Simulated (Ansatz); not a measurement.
```cif
data_structure
_symmetry_space_group_name_H-M 'P 1'
_symmetry_Int_Tables_number 1
_cell_length_a 5.3095
_cell_length_b 5.3095
_cell_length_c 4.2077
_cell_angle_alpha 90.000
_cell_angle_beta 90.000
_cell_angle_gamma 120.000
_cell_volume 102.73
loop_
_atom_site_label
_atom_site_type_symbol
_atom_site_fract_x
_atom_site_fract_y
_atom_site_fract_z
_atom_site_occupancy
Mn1 Mn 0.84829 0.69658 0.25000 1
Mn2 Mn 0.15171 0.84829 0.75000 1
Mn3 Mn 0.30342 0.15171 0.25000 1
Mn4 Mn 0.15171 0.30342 0.75000 1
Mn5 Mn 0.84829 0.15171 0.25000 1
Mn6 Mn 0.69658 0.84829 0.75000 1
Sn1 Sn 0.33333 0.66667 0.25000 1
Sn2 Sn 0.66667 0.33333 0.75000 1
```

Space group P6₃/mmc; changed on purpose from its base cell (volume × 0.97, shape and atoms relaxed); computed pressure about 6 GPa in this cell; the SCF solution may not be the lowest one; the program warned that another magnetic order may lie lower; spin-polarised.

The calculation used DFT PBEsol, scalar-relativistic, plane waves, PAW (Ansatz).

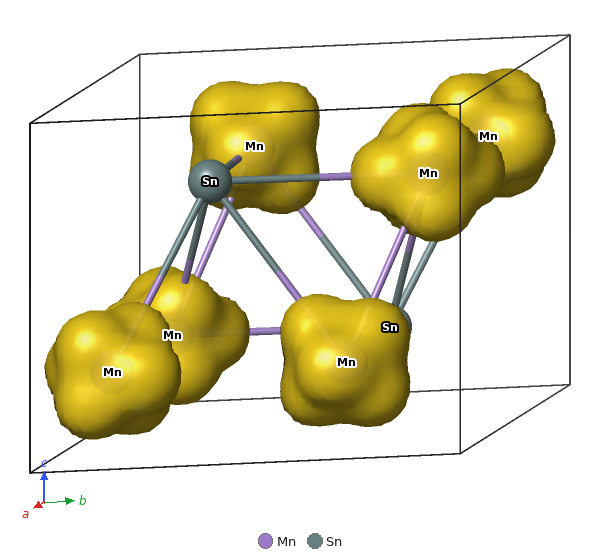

Mn3Sn. Isosurface of the spin density (up minus down) at +0.15 e/Å³ (yellow), seen slightly off an axis. Sticks mark near contacts.

Core electrons are frozen (PAW), and the valence fields are smoothed inside the atomic spheres.

Describe the spin distribution.

The spin density sits on Mn: +1.5 μB (×6) in one cell of 8 atoms, with smaller moments on other sites: Sn (up to −0.05 μB): parallel main moments (a ferromagnetic arrangement) in this solution. The cell of the calculation (8 atoms) carries 9.6 μB of net spin moment.
